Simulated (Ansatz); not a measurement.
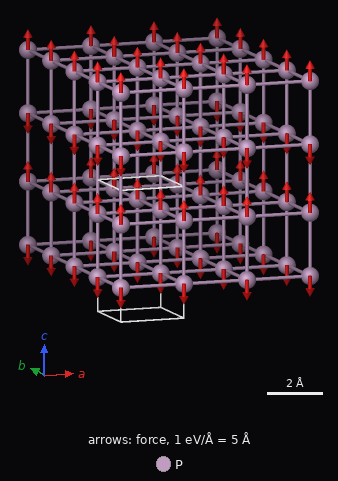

Starting geometry of solid P (a generated structure, set up in P4/mmm) with the computed forces as red arrows. A ball-and-stick model of the cell of the calculation, repeated 3 × 4 × 2 with one cell outlined, seen slightly off an axis.

Theory: Ansatz 0.2.0, DFT PBE, scalar-relativistic, plane waves, PAW. Set-up: plane-wave cutoff 420 eV; k-point mesh 22 × 22 × 12; occupations gaussian; smearing width 0.1 eV; no spin polarisation; cell and atoms relaxed; force threshold 0.01 eV/Å; at most 80 steps.

Is this structure relaxed? If not, where do the atoms go?

It isn't relaxed: the largest force vector, on P atoms, is 0.15 eV/Å. The atoms end up moving mostly along the starting forces (cosine between the two patterns 1.00). The largest moves relative to the cell, 0.047 Å, are those of P atoms. The drawn cell changes as follows: a = b 2.454 → 2.447 Å (−0.3 %), c 4.882 → 4.880 Å (0.0 %); the volume changes by −0.6 %. Among the contacts that change: P–P 2.535 → 2.440 Å, P–P 2.347 → 2.440 Å, P–P 2.454 → 2.447 Å. The space group (tolerance 0.01 Å) goes from P4/mmm (No. 123) to Pm-3m (No. 221). After 5 accepted moves (6 points after the start) the energy has fallen by 7.0 meV per cell of the calculation. The largest force component goes from 0.15 to under 0.0001 eV/Å. Pressure: 0.20 GPa at the start and 0.00 GPa at the end. At 1 point the geometry stayed and the basis and grid were re-selected for the new cell (energy shift of less than 0.05 meV per cell of the calculation at most each time).
